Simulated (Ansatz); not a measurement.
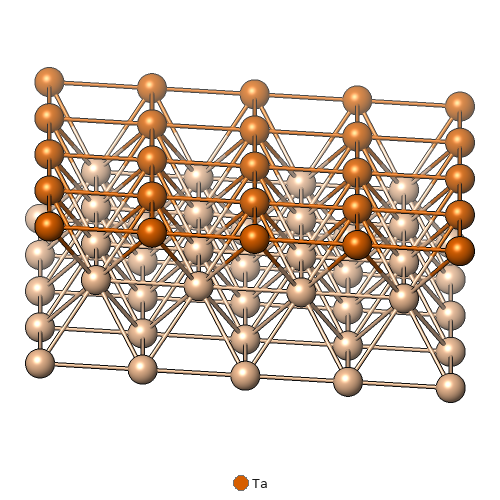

The system is Si on a Ta(100) slab cut from the Fm-3m phase, its upper half relaxed before the scan (12 atoms of substrate and one adsorbate in a 2 × 2 cell); the picture shows it without the atoms that are moved over the map. Si is moved over the surface cell at a fixed height above a rigid substrate; the origin of the map has the adsorbate above Ta9; the height is held at 3.30 Å. Places are given modulo a cell vector. The map is drawn in real space over the plane of the surface. Grid: 6 × 6 points; 10 points were computed and 26 follow by symmetry. Places are given in fractions of the 1 × 1 surface cell. Energies are in meV, from the lowest grid point. The runs have no spin polarisation, so an open-shell adsorbate far from the surface lies too high. At a fixed height the lowest place need not be the adsorption site. Level of theory: DFT PBE+D3(BJ), scalar-relativistic, plane waves, PAW in Ansatz 0.2.0. Settings: cutoff 420 eV, k-mesh 5×5×1, gaussian smearing 0.1 eV, no spin polarisation.

Range: position of Si13 along the first surface vector from 0.000 to 0.833; position of Si13 along the second surface vector from 0.000 to 0.833.

Predict the map.

Answer. The lowest grid point is at the top site over a surface Ta atom, (0/6, 0/6) of the cell vectors. It is the only kind of minimum in the scanned range. The highest grid point, a fourfold hollow over a second-layer Ta atom, (3/6, 3/6) of the cell vectors, lies 190 meV above the lowest. On the interpolated surface the easiest way out of the lowest well to its copy in the next cell or period passes a barrier of about 108 meV. At the lowest point the adsorbate has 1 Ta at 3.30 Å as nearest neighbours, at the highest 4 Ta at 3.91 Å.

| second ↓, first → | 0/6 | 1/6 | 2/6 | 3/6 | 4/6 | 5/6 |
| --- | --- | --- | --- | --- | --- | --- |
| 5/6 | 24 | 47 | 97 | 126 | 97 | 47 |
| 4/6 | 77 | 97 | 141 | 166 | 141 | 97 |
| 3/6 | 108 | 126 | 166 | 190 | 166 | 126 |
| 2/6 | 77 | 97 | 141 | 166 | 141 | 97 |
| 1/6 | 24 | 47 | 97 | 126 | 97 | 47 |
| 0/6 | 0 | 24 | 77 | 108 | 77 | 24 |

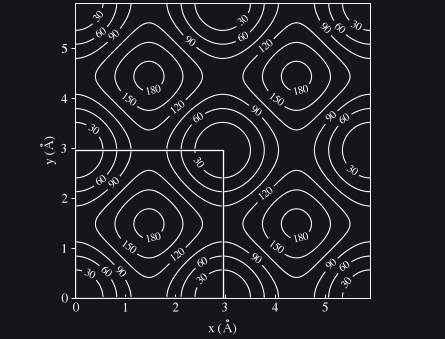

In the figure: contour lines labelled in meV, the outline of one cell of the 2 × 2 shown. Between grid points the surface is interpolated.

Each point was launched as `ansatz run input.yaml --threads 2 --pin off --max-ram 6144MiB --backend cpu --events-out ev --progress --plain --runs-dir out`. Time for the 10 points that were run: 7.3 min on 2 threads of Arm Neoverse V1, with other jobs on the host.

PAW datasets: the set soft_1.
